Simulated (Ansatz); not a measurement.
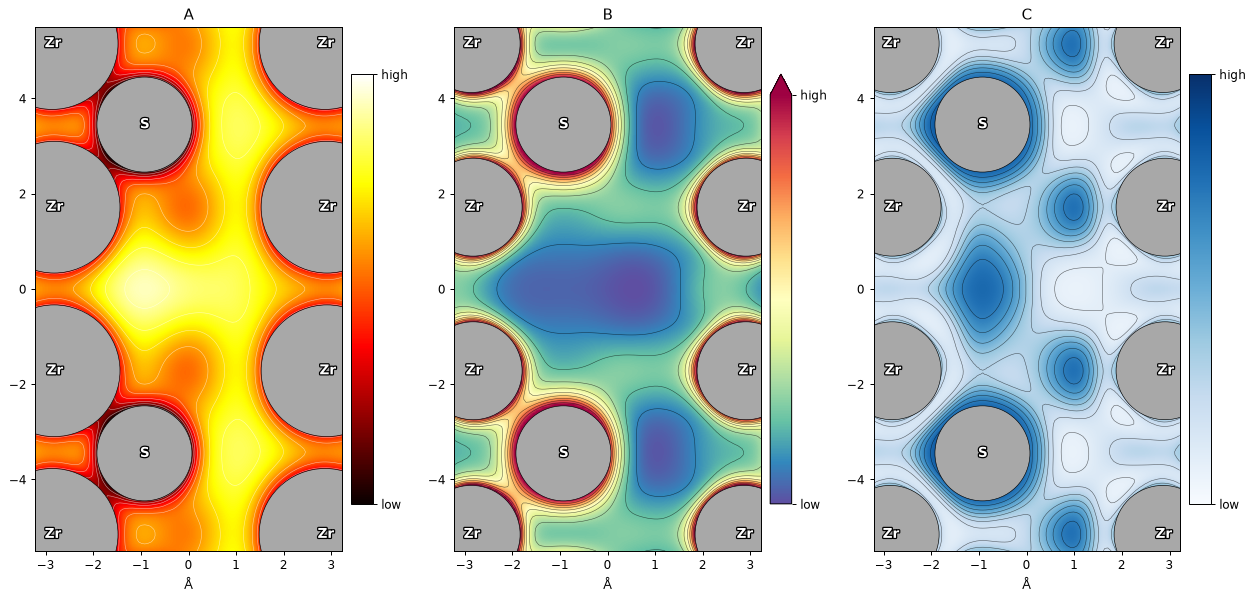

Zr3S2: 3 fields on the (010) plane of the conventional cell, with unlabelled colour scales. Grey discs cover the atomic cores.

Space group R32; a structure from a database of computed crystals, not necessarily the ambient phase.

These are results of Ansatz 0.2.0, DFT PBEsol, scalar-relativistic, plane waves, PAW, not measurements.

```yaml
crystal:
  lattice:
    - [5.72915, 0.00000, 0.00000]
    - [-2.86457, 4.96159, 0.00000]
    - [0.00000, 0.00000, 10.30409]
  atoms:
    - { symbol: Zr, position: [0.99517, 0.66667, 0.16667] }
    - { symbol: Zr, position: [0.66184, 0.00000, 0.50000] }
    - { symbol: Zr, position: [0.32850, 0.33333, 0.83333] }
    - { symbol: Zr, position: [0.33333, 0.32850, 0.16667] }
    - { symbol: Zr, position: [0.00000, 0.66184, 0.50000] }
    - { symbol: Zr, position: [0.66667, 0.99517, 0.83333] }
    - { symbol: Zr, position: [0.67150, 0.00483, 0.16667] }
    - { symbol: Zr, position: [0.33816, 0.33816, 0.50000] }
    - { symbol: Zr, position: [0.00483, 0.67150, 0.83333] }
    - { symbol: S, position: [0.33333, 0.66667, 0.00163] }
    - { symbol: S, position: [0.00000, 0.00000, 0.33496] }
    - { symbol: S, position: [0.66667, 0.33333, 0.66829] }
    - { symbol: S, position: [0.33333, 0.66667, 0.33171] }
    - { symbol: S, position: [0.00000, 0.00000, 0.66504] }
    - { symbol: S, position: [0.66667, 0.33333, 0.99837] }
```

> The panels show electron localisation function, electrostatic potential energy of an electron and valence pseudo-density in some order. Assign them.

Panel A: electrostatic potential energy of an electron (low next to the atoms, rising into the space between them). Panel B: valence pseudo-density. Panel C: electron localisation function. From the grid: Zr–S (2.58 Å): ρ is about 0.38 e/Å³ halfway; the ELF peaks at about 0.85 in the valence shell of S, 0.8 Å from its nucleus, and is about 0.25 at the midpoint: no localised pair shows between them.
